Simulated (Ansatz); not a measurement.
Cell and atoms:

```yaml
crystal:
  lattice:
    - [3.02332, 0.00000, 0.00000]
    - [0.00000, 3.02332, 0.00000]
    - [0.00000, 0.00000, 3.10288]
  atoms:
    - { symbol: Al, position: [0.00000, 0.00000, 0.00000] }
    - { symbol: Al, position: [0.50000, 0.50000, 0.50000] }
```

Question: Describe what this structure looks like.

Answer: The element is aluminium. Strictly the space group is I4/mmm (No. 139, within 0.01 Å). It is a distorted form of a body-centred cubic structure, space group Im-3m (No. 229) within 0.25 Å: body-centred cubic (W type). The cell holds two atoms. The neighbours of Al are eight Al in a cubic arrangement at 2.64 Å. The bonds build a three-dimensional framework.

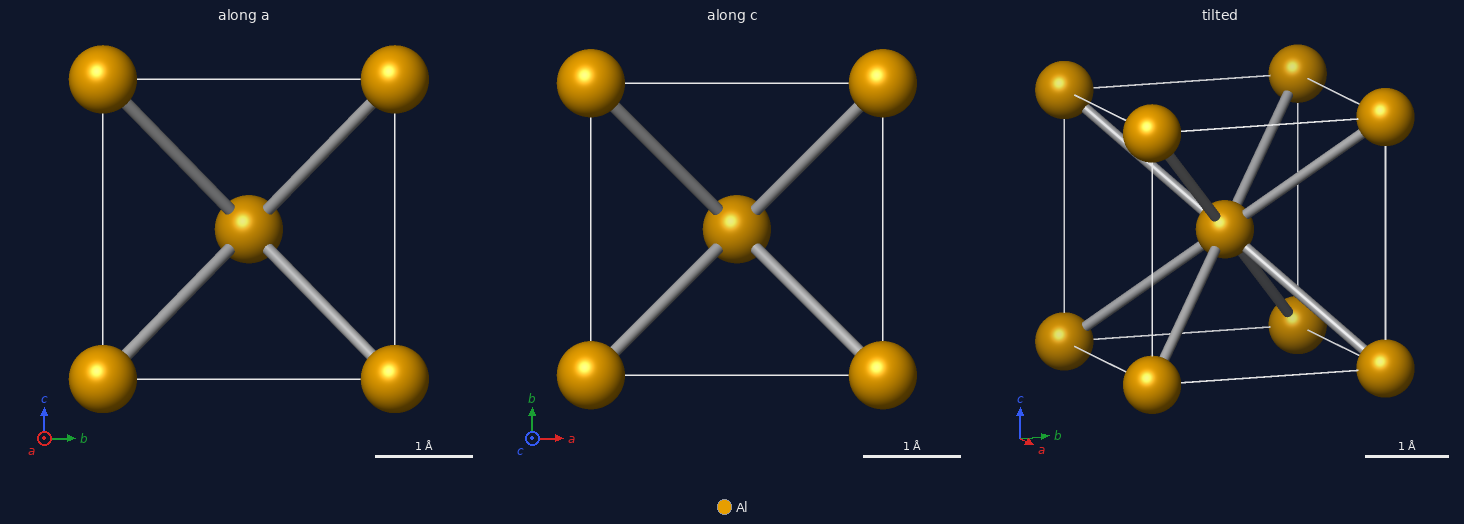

We look at a ball-and-stick model of the crystal along the a axis, along the c axis and slightly off an axis. The frame is the drawn cell (a repeat of the simulation cell); atoms at its boundary are shown with their periodic copies.

The cell started as a structure listed in the Materials Project. The cell was then strained or its atoms displaced on purpose. Ansatz was used for an electronic-structure calculation on it.

At this level of theory the cell isn't at rest (compressed, at 15 GPa), so its distances can differ from those at equilibrium, the more so the softer the solid.
